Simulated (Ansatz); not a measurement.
# BN: a changed input and its effect

System: BN (2 atoms in the cell).
Method of the first run: DFT, PBE, plane waves, PAW, no spin polarisation (Ansatz 0.2.0).

The structure was built on a prototype by a generator. The geometry comes from this level: r2SCAN (a point of a series of strains). Text and figures count atoms from 1; the logs count them from 0 in places.

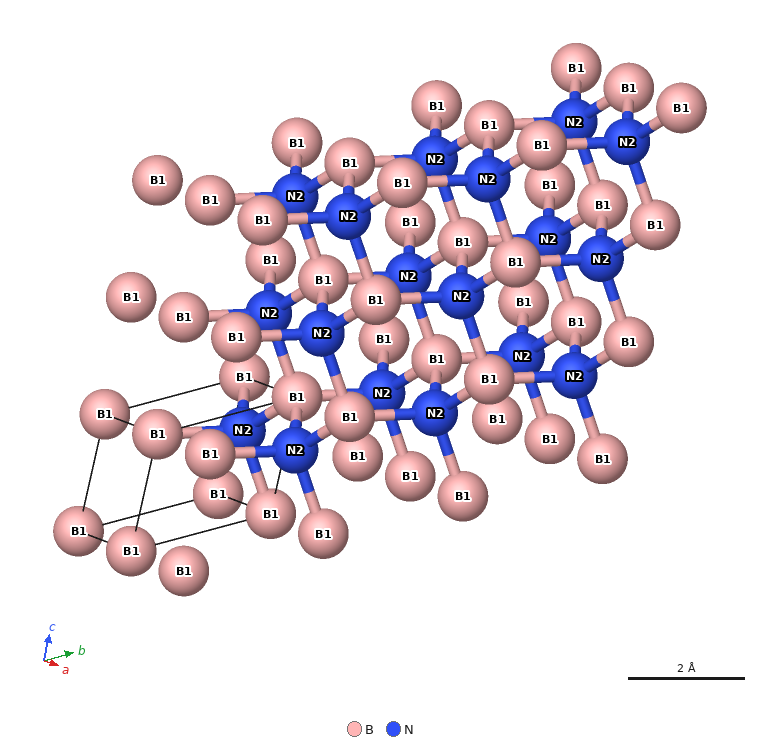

The structure as given in the input (ball-and-stick view of the reduced cell, repeated 2 × 3 × 3, seen slightly off an axis; atoms are numbered from 1 in the order of the input).

The input, the first run:
```yaml
crystal:
  lattice:
    - [0.0219286293, 1.8048254535, 1.8048254535]
    - [1.8048254535, 0.0219286293, 1.8048254535]
    - [1.8267540828, 1.8267540828, 0.0]
  atoms:
    - { symbol: B, position: [0.0001103318, 0.0001103318, -0.0001103318] }
    - { symbol: "N", position: [0.2498896682, 0.2498896682, 0.2501103318] }
kpoints:
  mp_grid: { grid: [12, 12, 12] }
  band_path:
    path:
      - [0.0, 0.0, 0.0]
      - [-0.5, -0.5, 0.0]
      - [-0.375, -0.375, 0.25]
      - [-0.375, 0.0, 0.375]
      - [0.0, 0.0, 0.5]
      - [-0.5, -0.25, 0.25]
    npoints: 1
hamiltonian:
  xc: pbe
scf:
  occupations: { method: fermi_dirac, width: 0.02 }
  n_extra_bands: 4
output:
  forces: true
  stress: true
  eigenvalues: true
```

Hardware: 4 threads of an Arm (aarch64) CPU, shared host.

Output, shortened to warnings, some set-up lines, iterations and results (the first run):
```
Basis set: ecut = 420 eV, 247 PW (Γ), exchange–correlation on 36×36×36 points (8 copies of the dense FFT grid, shifted against one another)
Symmetry: 4 space group operations
k-points: 280 of 1728 (time reversal used)
Initial density: superposition of atomic densities (neutral atoms: chi_scale 0, normalization atom), corrected by the library's trained network
[...]
SCF iter   1: F=—  HF=-542.263547 eV  |F-HF|=—  |Δ(HF+E_count)|=         —  Δρ=1.61e-3  dr2=1.34e-4  ethr=1.77e-3  ⟨swp⟩=4.9  Hψ=14579  notcnv=0
SCF iter   2: F=—  HF=-542.263704 eV  |F-HF|=—  |Δ(HF+E_count)|=   1.57e-4  Δρ=8.49e-4  dr2=2.33e-5  ethr=1.68e-6  ⟨swp⟩=2.0  Hψ=5601  notcnv=0
SCF iter   3: F=—  HF=-542.263761 eV  |F-HF|=—  |Δ(HF+E_count)|=   5.70e-5  Δρ=3.30e-4  dr2=5.56e-6  ethr=2.91e-7  ⟨swp⟩=2.6  Hψ=3465  notcnv=0
SCF iter   4: F=-542.263772 eV  HF=-542.263772 eV  |F-HF|=2.33e-8  |Δ(HF+E_count)|=   1.08e-5  Δρ=2.49e-5  dr2=2.09e-8  ethr=6.95e-8  ⟨swp⟩=2.2  Hψ=3250  notcnv=0
SCF iter   5: F=-542.263772 eV  HF=-542.263772 eV  |F-HF|=5.07e-9  |Δ(HF+E_count)|=   2.32e-8  Δρ=8.09e-6  dr2=2.08e-9  ethr=2.61e-10  ⟨swp⟩=2.4  Hψ=3128  notcnv=0
SCF iter   6: F=-542.263772 eV  HF=-542.263772 eV  |F-HF|=1.84e-11  |Δ(HF+E_count)|=   5.66e-9  Δρ=4.01e-7  dr2=8.59e-12  ethr=2.60e-11  ⟨swp⟩=1.3  Hψ=6753  notcnv=0
SCF 1 converged in 6 iterations: F = -542.263772 eV  dr2 = 8.59e-12
NSCF: frozen V_eff on 6 k-points
SCF converged after 6 iterations
Free energy (F): -542.263772 eV
Harris-Foulkes:  -542.263772 eV  (|F-HF|=1.84e-11)
Internal energy: -542.263772 eV  (E = F + TS)
E sigma→0 (E₀):  -542.263772 eV
Fermi energy:    13.500988 eV
--- Per-component energies (eV) ---
  E_band       = 26.853918
  E_kinetic    = 185.906859
  E_local      = -174.923306  (includes V_loc(G=0)·N_el)
  E_nonlocal   = 56.630911
  E_hartree    = 49.018984
  E_xc         = -93.516833
  E_vxc        = -116.322460  (∫ρ·V_xc dr)
  E_paw        = -206.481824  (= ΣΔE_a)
  E_vpaw       = -22.476151  (= ΣTr[D̂ρ^β])
  E_aug_tail   = 0.000102  (compensation charges beyond the density's cutoff)
  E_ewald      = -358.898666
  E_smearing   = -0.000000  (= −TS)
  E_closure    = 0.000000  (closes the sum)
  Σ components = -542.263772   (vs F -542.263772, Δ=0.00e0)
--- Forces (eV/Å), atoms counted from 1 ---
  atom   1  B     -0.00000000    -0.00000000     0.02764752
  atom   2  N      0.00000000     0.00000000    -0.02764877
  max |Σ_I F_I| component: 1.25e-6 eV/Å
--- Stress (GPa, compression-positive) ---
        5.097691     -11.093921      -0.000000
      -11.093921       5.097691      -0.000000
       -0.000000       0.000000       4.807334
  P = ⅓ Tr σ = 5.0009 GPa (50.009 kbar)
```

The input of the second run differs as follows (lines with − go, lines with + come):
```diff
-  xc: pbe
+  xc: r2scan
-  occupations: { method: fermi_dirac, width: 0.02 }
+  occupations: { method: fixed }
```

What does this change do to the results?

The total energies belong to different methods, so their difference says nothing on which is more stable or more accurate. The gap on the mesh goes from 4.38 to 4.91 eV. The pressure goes from 5.00 to 0.30 GPa. The largest force goes from 0.028 to 0.000 eV/Å. The functional changes from PBE to r2SCAN. The number of SCF iterations is the same. The default cutoff goes from 420 to 500 eV with the change. The plane waves at Γ go from 247 to 295.

Output, shortened to warnings, some set-up lines, iterations and results (the second run):
```
Basis set: ecut = 500 eV, 295 PW (Γ), exchange–correlation on 80×80×80 points (64 copies of the dense FFT grid, shifted against one another)
Symmetry: 4 space group operations
k-points: 280 of 1728 (time reversal used)
Initial density: superposition of atomic densities (neutral atoms: chi_scale 0, normalization atom), corrected by the library's trained network
[...]
SCF iter   1: F=—  HF=-543.904084 eV  |F-HF|=—  |Δ(HF+E_count)|=         —  Δρ=1.17e-2  dr2=1.22e-2  dr2_τ=3.29e-1  ethr=1.77e-3  ⟨swp⟩=4.0  Hψ=12883  notcnv=0  defer=431
SCF iter   2: F=—  HF=-543.996219 eV  |F-HF|=—  |Δ(HF+E_count)|=   9.21e-2  Δρ=6.54e-3  dr2=1.85e-3  dr2_τ=2.28e-4  ethr=1.53e-4  ⟨swp⟩=2.0  Hψ=6173  notcnv=0  defer=547
SCF iter   3: F=—  HF=-543.996467 eV  |F-HF|=—  |Δ(HF+E_count)|=   2.48e-4  Δρ=1.58e-3  dr2=1.08e-4  dr2_τ=2.90e-5  ethr=2.32e-5  ⟨swp⟩=3.0  Hψ=3497  notcnv=0  defer=559
SCF iter   4: F=—  HF=-543.996481 eV  |F-HF|=—  |Δ(HF+E_count)|=   1.45e-5  Δρ=1.61e-4  dr2=1.59e-6  dr2_τ=1.74e-7  ethr=1.36e-6  ⟨swp⟩=2.5  Hψ=3548  notcnv=0  defer=559
SCF iter   5: F=—  HF=-543.996482 eV  |F-HF|=—  |Δ(HF+E_count)|=   4.84e-7  Δρ=6.24e-5  dr2=3.73e-7  dr2_τ=1.71e-8  ethr=1.98e-8  ⟨swp⟩=2.6  Hψ=3365  notcnv=0
SCF iter   6: F=-543.996482 eV  HF=-543.996482 eV  |F-HF|=2.75e-9  |Δ(HF+E_count)|=   4.31e-9  Δρ=1.10e-5  dr2=1.03e-8  dr2_τ=2.32e-10  ethr=1.25e-9  ⟨swp⟩=5.7  Hψ=11525  …
SCF 1 converged in 6 iterations: F = -543.996482 eV  dr2 = 1.03e-8
NSCF: frozen V_eff on 6 k-points
SCF converged after 6 iterations
Free energy (F): -543.996482 eV
Harris-Foulkes:  -543.996482 eV  (|F-HF|=2.75e-9)
Internal energy: -543.996482 eV  (E = F + TS)
E sigma→0 (E₀):  -543.996482 eV
Fermi energy:    11.141789 eV
--- Per-component energies (eV) ---
  E_band       = 22.346106
  E_kinetic    = 186.195612
  E_local      = -174.832891  (includes V_loc(G=0)·N_el)
  E_nonlocal   = 55.896055
  E_hartree    = 49.547815
  E_xc         = -92.370998
  E_vxc        = -127.847669  (∫ρ·V_xc dr)
  E_paw        = -209.485423  (= ΣΔE_a)
  E_vpaw       = -23.160602  (= ΣTr[D̂ρ^β])
  E_aug_tail   = 0.000020  (compensation charges beyond the density's cutoff)
  E_vtau       = 7.001103  (kinetic-family band-sum trace: ∫τ·v_τ [+ j·A + Jᵃ·Aᵃ] dr)
  E_ewald      = -358.898666
  E_core_change = -0.048007  (= ΣΔE_core)
  E_smearing   = -0.000000  (= −TS)
  E_closure    = 0.000000  (closes the sum)
  Σ components = -543.996482   (vs F -543.996482, Δ=0.00e0)
--- Forces (eV/Å), atoms counted from 1 ---
  atom   1  B     -0.00000000    -0.00000000     0.00005747
  atom   2  N      0.00000000     0.00000000    -0.00005605
  max |Σ_I F_I| component: 1.42e-6 eV/Å
--- Stress (GPa, compression-positive) ---
        0.401009     -11.368113      -0.000000
      -11.368113       0.401009      -0.000000
       -0.000000      -0.000000       0.085576
  P = ⅓ Tr σ = 0.2959 GPa (2.959 kbar)
```

The two runs side by side:

| quantity | the first run | the second run |
| --- | --- | --- |
| outcome | converged | converged |
| free energy per atom (eV) | −271.1319 | −271.9982 |
| gap on the mesh (eV) | 4.38 | 4.91 |
| pressure (GPa) | 5.00 | 0.30 |
| largest force (eV/Å) | 0.028 | 0.000 |
| SCF iterations | 6 | 6 |
| irreducible k-points | 280 | 280 |
| plane waves at Γ | 247 | 295 |
| wall time (shared host) | 1.8 s | 3 s |

For the first run: The cell is under a pressure of 5.0 GPa at this level, so it is not at its equilibrium volume.
